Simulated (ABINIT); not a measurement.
BaTiO3: berry calculation (part 2 of 2)

Continued. System: BaTiO3 (P4mm, 5 atoms in the cell). Method: Kohn-Sham DFT of a periodic cell, PBEsol, Ansatz PAW PBE default generated set, frozen core, no spin polarisation (ABINIT 10.8.3); cutoff 419.06 eV, 5×5×5 k-mesh, fixed occupations. The structure derives from an entry of the Crystallography Open Database.

Geometry of the input (Å; fractional positions):
```
3.9998  0.0000  0.0000
0.0000  3.9998  0.0000
0.0000  0.0000  4.0180
Ba 0.0000  0.0000  0.0000
Ti 0.5000  0.5000  0.4900
O  0.0000  0.5000  0.5170
O  0.5000  0.0000  0.5170
O  0.5000  0.5000  0.0190
```

The program's output, continued
```
           Polarization    -1.059307935E-09 (a.u. of charge)/bohr^2
           Polarization    -6.060805597E-08 C/m^2

 Computing the polarization (Berry phase) for reciprocal vector:
  0.00000  0.00000  0.20000 (in reduced coordinates)
  0.00000  0.00000  0.02634 (in cartesian coordinates - atomic units)
 Number of strings:    25
 Number of k points in string:    5

 Summary of the results
 Electronic Berry phase    -4.422008317E-01
            Ionic phase     1.980000000E-01
            Total phase    -2.442008317E-01
    Remapping in [-1,1]    -2.442008317E-01

           Polarization    -4.274377278E-03 (a.u. of charge)/bohr^2
           Polarization    -2.445574970E-01 C/m^2

 Polarization in cartesian coordinates (a.u.):
 (the sum of the electronic and ionic Berry phase has been folded into [-1, 1])
     Electronic berry phase:        0.518690916E-08  -0.105930794E-08  -0.774007678E-02
     ...includes PAW on-site term:  0.000000000E+00   0.000000000E+00   0.152803610E-04
     Ionic:                         0.000000000E+00   0.000000000E+00   0.346569950E-02
     Total:                         0.518690916E-08  -0.105930794E-08  -0.427437728E-02

 Polarization in cartesian coordinates (C/m^2):
 (the sum of the electronic and ionic Berry phase has been folded into [-1, 1])
     Electronic berry phase:        0.296767795E-06  -0.606080560E-07  -0.442846684E+00
     ...includes PAW on-site term:  0.000000000E+00   0.000000000E+00   0.874262284E-03
     Ionic:                         0.000000000E+00   0.000000000E+00   0.198289187E+00
     Total:                         0.296767795E-06  -0.606080560E-07  -0.244557497E+00

 Cartesian components of stress tensor (hartree/bohr^3)
  sigma(1 1)=  1.58162899E-04  sigma(3 2)=  0.00000000E+00
  sigma(2 2)=  1.58162899E-04  sigma(3 1)=  0.00000000E+00
  sigma(3 3)=  1.27317248E-04  sigma(2 1)=  0.00000000E+00

--- !ResultsGS
iteration_state: {dtset: 1, }
comment   : Summary of ground state results
lattice_vectors:
- [  7.5585266,   0.0000000,   0.0000000, ]
- [  0.0000000,   7.5585266,   0.0000000, ]
- [  0.0000000,   0.0000000,   7.5929196, ]
lattice_lengths: [   7.55853,    7.55853,    7.59292, ]
lattice_angles: [ 90.000,  90.000,  90.000, ] # degrees, (23, 13, 12)
lattice_volume:   4.3379355E+02
convergence: {deltae: -2.021E-11, res2:  6.911E-12, residm:  6.406E-10, diffor: null, }
etotal    :  -1.33070401E+02
entropy   :   0.00000000E+00
fermie    :   1.61045242E-01
cartesian_stress_tensor: # hartree/bohr^3
- [  1.58162899E-04,   0.00000000E+00,   0.00000000E+00, ]
- [  0.00000000E+00,   1.58162899E-04,   0.00000000E+00, ]
- [  0.00000000E+00,   0.00000000E+00,   1.27317248E-04, ]
pressure_GPa:  -4.3508E+00
xred      :
- [  0.0000E+00,   0.0000E+00,   0.0000E+00, Ba]
- [  5.0000E-01,   5.0000E-01,   4.9000E-01, Ti]
- [  0.0000E+00,   5.0000E-01,   5.1700E-01,  O]
- [  5.0000E-01,   0.0000E+00,   5.1700E-01,  O]
- [  5.0000E-01,   5.0000E-01,   1.9000E-02,  O]
cartesian_forces: # hartree/bohr
- [ -0.00000000E+00,  -0.00000000E+00,   3.91318969E-04, ]
- [ -0.00000000E+00,  -0.00000000E+00,  -3.64647600E-03, ]
- [ -0.00000000E+00,  -0.00000000E+00,  -1.83399588E-03, ]
- [ -0.00000000E+00,  -0.00000000E+00,  -1.83399588E-03, ]
- [ -0.00000000E+00,  -0.00000000E+00,   6.92314879E-03, ]
force_length_stats: {min:   3.91318969E-04, max:   6.92314879E-03, mean:   2.92578711E-03, }
...

 Integrated electronic density in atomic spheres:
 ------------------------------------------------
 Atom  Sphere_radius  Integrated_density
    1        2.63806          7.43269668
    2        2.63806         11.68895244
    3        1.79524          5.69297750
    4        1.79524          5.69297750
    5        1.79524          5.70646939

================================================================================

 ----iterations are completed or convergence reached----

 Mean square residual over all n,k,spin=   65.343E-14; max=  64.059E-11
 reduced coordinates (array xred) for    5 atoms
       0.000000000000      0.000000000000      0.000000000000
       0.500000000000      0.500000000000      0.490000000000
       0.000000000000      0.500000000000      0.517000000000
       0.500000000000      0.000000000000      0.517000000000
       0.500000000000      0.500000000000      0.019000000000
 rms dE/dt=  1.6180E-02; max dE/dt=  2.7472E-02; dE/dt below (all hartree)
    1       0.000000000000      0.000000000000     -0.003187086660
    2       0.000000000000      0.000000000000      0.027471565792
    3       0.000000000000      0.000000000000      0.013709550007
    4       0.000000000000      0.000000000000      0.013709550007
    5       0.000000000000      0.000000000000     -0.052782745161

 cartesian coordinates (angstrom) at end:
    1      0.00000000000000     0.00000000000000     0.00000000000000
    2      1.99989999864902     1.99989999864902     1.96881999865231
    3      0.00000000000000     1.99989999864902     2.07730599857805
    4      1.99989999864902     0.00000000000000     2.07730599857805
    5      1.99989999864902     1.99989999864902     0.07634199994774

 cartesian forces (hartree/bohr) at end:
    1     -0.00000000000000    -0.00000000000000     0.00039131896900
    2     -0.00000000000000    -0.00000000000000    -0.00364647600232
    3     -0.00000000000000    -0.00000000000000    -0.00183399588053
    4     -0.00000000000000    -0.00000000000000    -0.00183399588053
    5     -0.00000000000000    -0.00000000000000     0.00692314879437
 frms,max,avg= 2.1308369E-03 6.9231488E-03   0.000E+00  0.000E+00  2.843E-05 h/b

 cartesian forces (eV/Angstrom) at end:
    1     -0.00000000000000    -0.00000000000000     0.02012243044229
    2     -0.00000000000000    -0.00000000000000    -0.18750933516916
    3     -0.00000000000000    -0.00000000000000    -0.09430785998377
    4     -0.00000000000000    -0.00000000000000    -0.09430785998377
    5     -0.00000000000000    -0.00000000000000     0.35600262469441
 frms,max,avg= 1.0957204E-01 3.5600262E-01   0.000E+00  0.000E+00  1.462E-03 e/A
 length scales=  7.558526553300  7.558526553300  7.592919568700 bohr
              =  3.999799997298  3.999799997298  4.017999997250 angstroms
 Fermi (or HOMO) energy (hartree) =   0.16105   Average Vxc (hartree)=  -0.42080
 Eigenvalues (hartree) for nkpt= 125  k points:
 kpt#   1, nband= 20, wtk=  0.00800, kpt=  0.0000  0.0000  0.0000 (reduced coord)
  -1.89988   -1.03130   -1.03018   -1.03018   -0.73788   -0.45022   -0.42599   -0.42395
  -0.19400   -0.19400   -0.19395    0.08170    0.08206    0.08206    0.12058    0.12058
   0.12383    0.15726    0.15763    0.15763
 prteigrs : prtvol=0 or 1, do not print more k-points.

--- !EnergyTerms
iteration_state     : {dtset: 1, }
comment             : Components of total free energy in Hartree
kinetic             :  3.55166627170575E+01
hartree             :  2.99719108401868E+01
xc                  : -1.78569473641927E+01
Ewald energy        : -1.03499980227469E+02
psp_core            :  8.25732442927526E+00
local_psp           : -8.51898670321381E+01
PAW spherical_terms : -2.69505335402027E-01
total_energy        : -1.33070401972683E+02
total_energy_eV     : -3.62103010598662E+03
...

--- !EnergyTermsDC
iteration_state     : {dtset: 1, }
comment             : '"Double-counting" decomposition of free energy'
band_energy         : -1.35870314332515E+01
Ewald energy        : -1.03499980227469E+02
psp_core            :  8.25732442927526E+00
xc_dc               : -2.78868777740541E+01
PAW spherical_terms :  3.64616379306880E+00
total_energy_dc     : -1.33070401212431E+02
total_energy_dc_eV  : -3.62103008529912E+03
...

--- !EnergyTermsWithPAWCore
iteration_state     : {dtset: 1, }
comment             : 'Components of total free energy, including PAW core contributions'
Total energy        : -8.87445630712355E+03
Total energy DC     : -8.87445630636330E+03
Total energy (eV)   : -2.41486258296221E+05
Total energy DC (eV): -2.41486258275534E+05
...

 Cartesian components of stress tensor (hartree/bohr^3)
  sigma(1 1)=  1.58162899E-04  sigma(3 2)=  0.00000000E+00
  sigma(2 2)=  1.58162899E-04  sigma(3 1)=  0.00000000E+00
  sigma(3 3)=  1.27317248E-04  sigma(2 1)=  0.00000000E+00

-Cartesian components of stress tensor (GPa)         [Pressure= -4.3508E+00 GPa]
- sigma(1 1)=  4.65331314E+00  sigma(3 2)=  0.00000000E+00
- sigma(2 2)=  4.65331314E+00  sigma(3 1)=  0.00000000E+00
- sigma(3 3)=  3.74580277E+00  sigma(2 1)=  0.00000000E+00

== END DATASET(S) ==============================================================
================================================================================

 -outvars: echo values of variables after computation  --------
            acell      7.5585265533E+00  7.5585265533E+00  7.5929195687E+00 Bohr
           etotal     -1.3307040121E+02
            fcart     -0.0000000000E+00 -0.0000000000E+00  3.9131896900E-04
                      -0.0000000000E+00 -0.0000000000E+00 -3.6464760023E-03
                      -0.0000000000E+00 -0.0000000000E+00 -1.8339958805E-03
                      -0.0000000000E+00 -0.0000000000E+00 -1.8339958805E-03
                      -0.0000000000E+00 -0.0000000000E+00  6.9231487944E-03
           strten      1.5816289900E-04  1.5816289900E-04  1.2731724825E-04
                       0.0000000000E+00  0.0000000000E+00  0.0000000000E+00
           xangst      0.0000000000E+00  0.0000000000E+00  0.0000000000E+00
                       1.9998999986E+00  1.9998999986E+00  1.9688199987E+00
                       0.0000000000E+00  1.9998999986E+00  2.0773059986E+00
                       1.9998999986E+00  0.0000000000E+00  2.0773059986E+00
                       1.9998999986E+00  1.9998999986E+00  7.6341999948E-02
             xred      0.0000000000E+00  0.0000000000E+00  0.0000000000E+00
                       5.0000000000E-01  5.0000000000E-01  4.9000000000E-01
                       0.0000000000E+00  5.0000000000E-01  5.1700000000E-01
                       5.0000000000E-01  0.0000000000E+00  5.1700000000E-01
                       5.0000000000E-01  5.0000000000E-01  1.9000000000E-02
 Calculation completed.
```

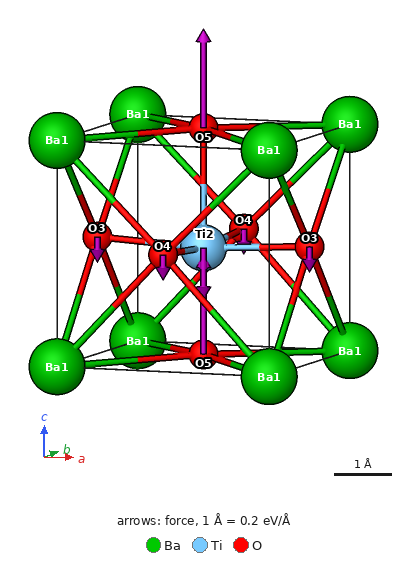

Forces on the atoms as pink arrows (ball-and-stick view of the cell of the calculation, seen slightly off an axis; atoms are numbered from 1 in the order of the input); the smallest are left out. The largest act on O5 (0.36 eV/Å); Ti2 (0.19 eV/Å). The geometry is not a stationary point of this energy.

Summary

```tsv
quantity	value
outcome	converged
space group (tolerance 0.01 Å)	P4mm (99)
electrons treated	40
free energy	−3621.0301 eV
Fermi energy	4.382 eV
pressure	−4.35 GPa
largest force (length of the vector)	0.356 eV/Å
wall time	5.7 min
peak memory	0.4 GiB
```

Notes

Points of doubt noted for this run: PAW spheres overlap.
